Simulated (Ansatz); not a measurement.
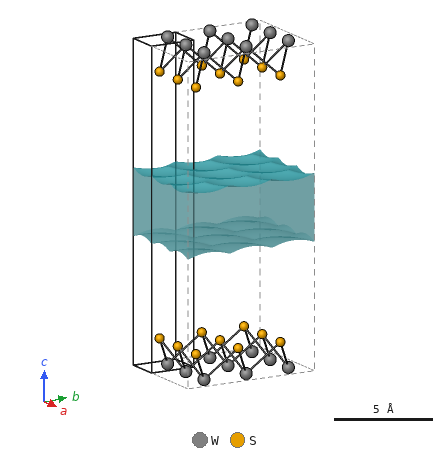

The teal surface encloses the points that the centre of a probe sphere of radius 3.55 Å can occupy in WS2 (P-6m2, No. 187), computed on a grid of about 0.13 Å (3×3×1 cells shown, view slightly off an axis; pale faces close the region where the box cuts it).

Atoms are hard spheres with van der Waals radii (Alvarez): W 2.57 Å, S 1.89 Å.

Source of the atomic positions: the input geometry of an electronic-structure calculation (not necessarily at equilibrium).

```
CELL_PARAMETERS angstrom
3.18352 0.00000 0.00000
-1.59176 2.75701 0.00000
0.00000 0.00000 16.95058
ATOMIC_POSITIONS crystal
W 0.33333 0.66667 0.00000
S 0.66667 0.33333 0.90800
S 0.66667 0.33333 0.09200
```

> Is the space open to the probe made of pockets or channels?

Where they connect, they form a two-dimensional network in layers parallel to (001).

> What share of the cell can the probe's centre reach?

About 19 % of the volume (28 Å³ of 148.8 Å³).

> Give the largest included and the largest free sphere.

The largest sphere that fits anywhere has a diameter of 10.53 Å; the largest that can travel through the crystal, about 10.4 Å.

> How does the connectivity change as the probe shrinks?

Below a radius of about 5.21 Å the space forms a two-dimensional network in layers parallel to (001). These are grid estimates, good to about 0.05 Å.
